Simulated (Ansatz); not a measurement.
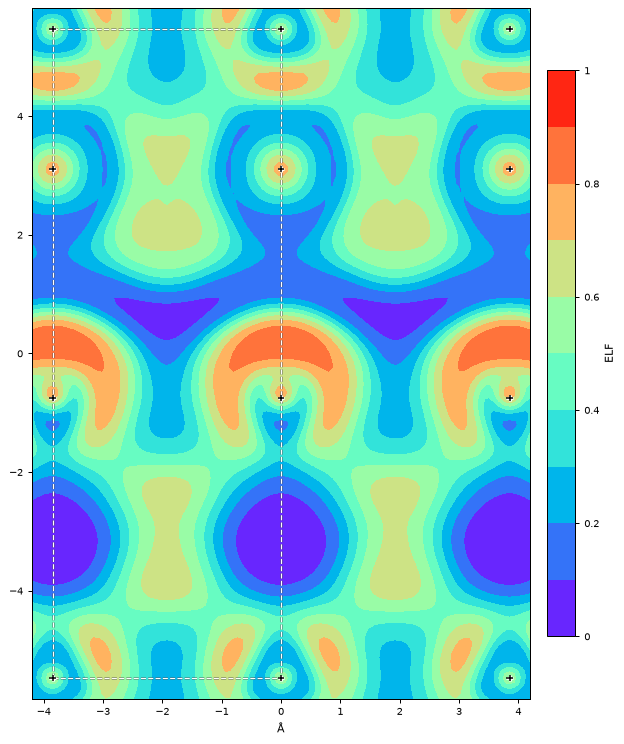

The electron localisation function on a plane through atoms (crosses mark nuclei in the plane).

Theory: DFT PBE, scalar-relativistic, plane waves, PAW (Ansatz 0.2.0).

Candidates:
A. BN, a = 2.63 Å, b = 2.63 Å, c = 4.22 Å, α = 90.00°, β = 90.00°, γ = 120.00°. Space group P6₃mc; a structure from a database of computed crystals, not necessarily the ambient phase; changed on purpose from its base cell (strain +0.0300 x Voigt [1, 1, 0, 0, 0, 0], atoms carried along); computed pressure about −19 GPa in this cell.
B. Si2Ni, a = 3.85 Å, b = 3.85 Å, c = 10.93 Å, α = 90.00°, β = 90.00°, γ = 120.00°. Space group P-3m1; not relaxed (largest force 0.5 eV/Å); computed pressure about −4 GPa in this cell; computed without spin polarisation.

Question: Which candidate gave the map?

Answer: Candidate B: Si2Ni on the (010) plane of the conventional cell, which holds Si and Ni. Si–Ni (2.36 Å): the ELF peaks at about 0.75 in the valence shell of Si, 0.9 Å from its nucleus, and is about 0.55 at the midpoint.
